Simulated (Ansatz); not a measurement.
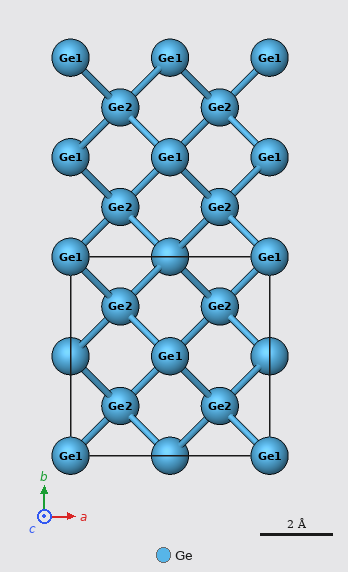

This is the input geometry for a relaxation of crystalline Ge (built on the diamond type). The picture is a ball-and-stick view of the conventional cell (4 times the calculation's cell), repeated 1 × 2 × 1 with one cell outlined, seen along the c axis. Lengths and directions refer to the drawn axes.

The calculation used DFT, PBE, plane waves, PAW in Ansatz 0.2.0.

The input:
```yaml
crystal:
  lattice:
    - [0.0, 2.7712812921, 2.7712812921]
    - [2.7712812921, 0.0, 2.7712812921]
    - [2.7712812921, 2.7712812921, 0.0]
  atoms:
    - { symbol: Ge, position: [0.0, 0.0, 0.0] }
    - { symbol: Ge, position: [0.25, 0.25, 0.25] }
kpoints:
  mp_grid: { grid: [8, 8, 8] }
hamiltonian:
  xc: pbe
scf:
  occupations: { method: fermi_dirac, width: 0.02 }
relax:
  f_tol: 0.005
  cell: {}
output:
  write_density: true
  write_potential: true
  elf: true
  volumetric_format: npy
```

Command:
```bash
ansatz run input.yaml --threads 2 --pin off --max-ram 2211MiB --backend cpu --events-out ev --progress --plain --runs-dir out
```

Predict the outcome.

Over 4 accepted moves (6 points after the start) the energy falls by 65.5 meV per atom. All forces vanish by symmetry, so only the cell relaxes. Pressure: 8.99 GPa at the start and 0.00 GPa at the end. At 2 points the geometry stayed and the basis and grid were re-selected for the new cell (energy shift of 0.6 meV per atom at most each time). The atoms keep their places relative to the cell (all moves are under 0.005 Å). The drawn cell changes as follows: a = b = c 5.543 → 5.761 Å (+3.9 %); the volume changes by +12.3 %. Some distances before and after: Ge1–Ge2 2.400 → 2.495 Å. The space group stays Fd-3m (No. 227).

Step by step:

```tsv
step	E − E(0), meV/atom	pressure, GPa	volume, Å³/atom	note
0	0.00	8.99	21.283	
1	-61.03	1.89	23.196	
2	-64.77	0.31	23.763	
3	-64.87	0.01	23.883	
4	-65.50	0.05	23.883	same geometry, new basis
5	-65.50	0.00	23.905	
6	-65.51	0.00	23.905	same geometry, new basis
```

The structure at the end:

```
Ge
1.0
     0.00000    2.88069    2.88069
     2.88069    0.00000    2.88069
     2.88069    2.88069    0.00000
Ge
2
Direct
  0.00000 0.00000 0.00000
  0.25000 0.25000 0.25000
```

The end point in the same view:

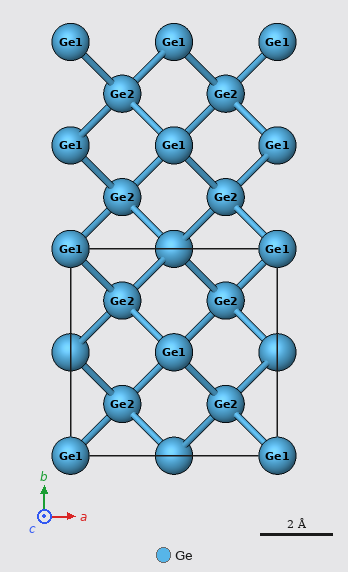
